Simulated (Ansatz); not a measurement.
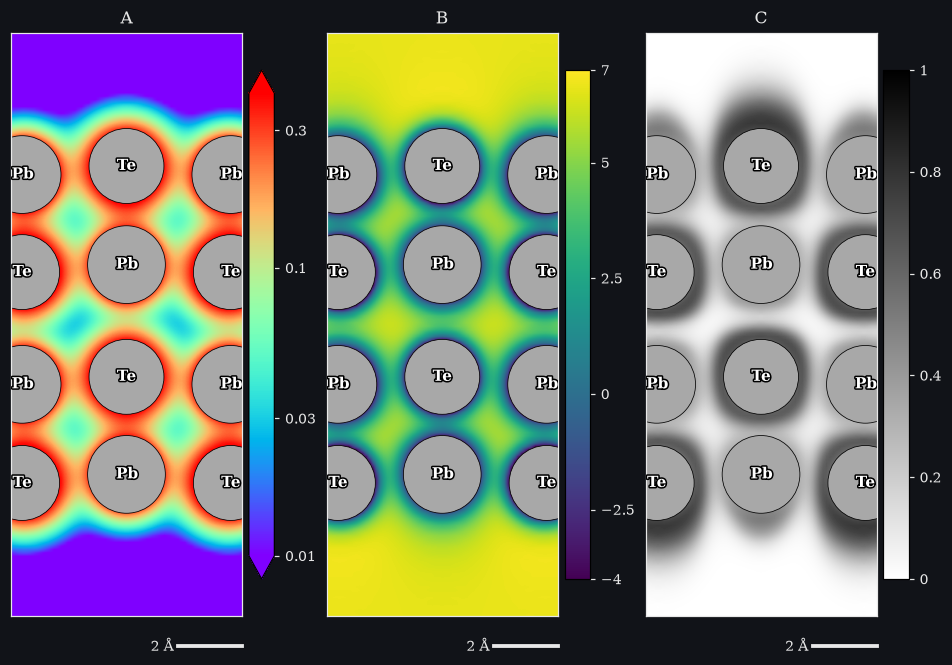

TePb (slab): 3 fields on the (110) plane of the calculation cell, a cut from vacuum to vacuum, with unlabelled colour scales. Grey discs cover the atomic cores.

Built by placing these elements on a known structure type.

These are results of DFT PBE, spin-orbit coupling, plane waves, PAW (Ansatz 0.2.0), not measurements.

Which field does each panel show? The fields are: electron localisation function, electrostatic potential energy of an electron and valence pseudo-density.

Answer. Panel A: valence pseudo-density. Panel B: electrostatic potential energy of an electron (low next to the atoms, rising into the space between them). Panel C: electron localisation function. From the grid: Te–Pb (3.07 Å): ρ is about 0.27 e/Å³ halfway; the ELF peaks at about 0.65 in the valence shell of Te, 1.3 Å from its nucleus, and drops to about 0.30 between the two atoms. Te–Pb (3.29 Å): ρ at the midpoint is about 0.18 e/Å³; the ELF peaks at about 0.65 in the valence shell of Te, 1.3 Å from its nucleus, and drops to about 0.25 between the two atoms.
